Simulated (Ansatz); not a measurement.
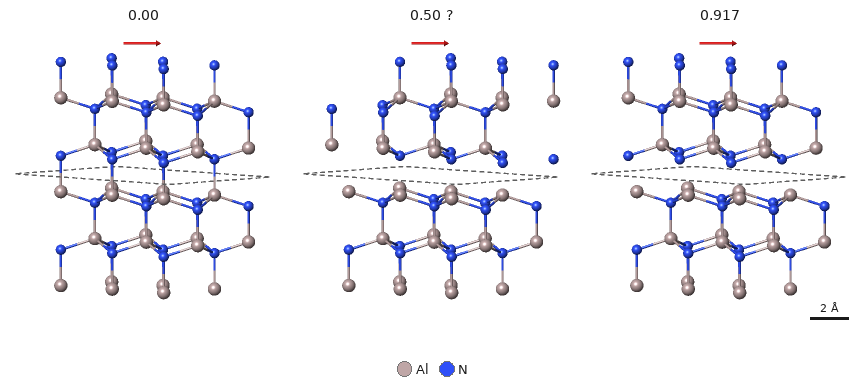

A scan of crystalline AlN (P6_3mc): the crystal above a cut along the (0 0 1) plane of the conventional cell (between a plane of Al below and one of N above, 1.91 Å apart) is slid rigidly by fractions of an in-plane lattice vector 5.42 Å long (a generalised stacking fault). One cut stands in each cell, which starts 10.0 Å high; nothing is relaxed, and the dashed outline marks the cut, the arrow on top the direction of slip. The picture is a ball-and-stick view of the layers on both sides of the cut, seen from the side, nearly along the cut plane.

All numbers below come from DFT PBE, scalar-relativistic, plane waves, PAW (Ansatz 0.2.0). Set-up: plane-wave cutoff 420 eV; k-point mesh 8 × 8 × 3; occupations gaussian; smearing width 0.05 eV; no spin polarisation. Energies (free energies at the smearing named) are counted from the relaxed crystal.

```
slip (fraction of the lattice vector)  γ (mJ/m²)
                               0.0000          0
                               0.0833        449
                               0.1667       1681
                               0.2500       3086
                               0.3333       3694
                               0.4167       3267
                               0.5000          ?
                               0.5833       2743
                               0.6667       2907
                               0.7500       2552
                               0.8333       1519
                               0.9167        433
```

> One row is withheld. What is its energy?

A straight line between the two neighbours gives 3005 mJ/m². A cubic through the four nearest rows (0.3333, 0.4167, 0.5833, 0.6667) gives, with Lagrange weights, (−0.1664)(3694) + (0.6664)(3267) + (0.6664)(2743) + (−0.1664)(2907) = 2907 mJ/m². The calculation gives 2747 mJ/m², so the cubic is 160 mJ/m² too high and the straight line 258 mJ/m² too high, as the curve bends upwards here. The cubic misses by much of the step between rows, so the curve changes faster here than four points can follow.

The whole profile:

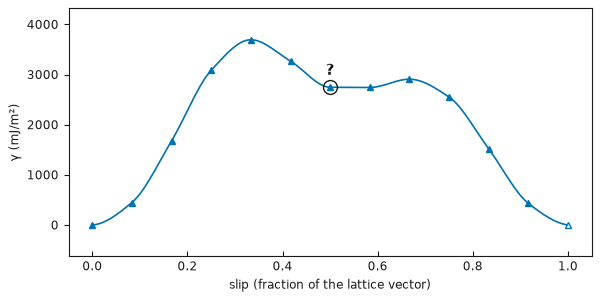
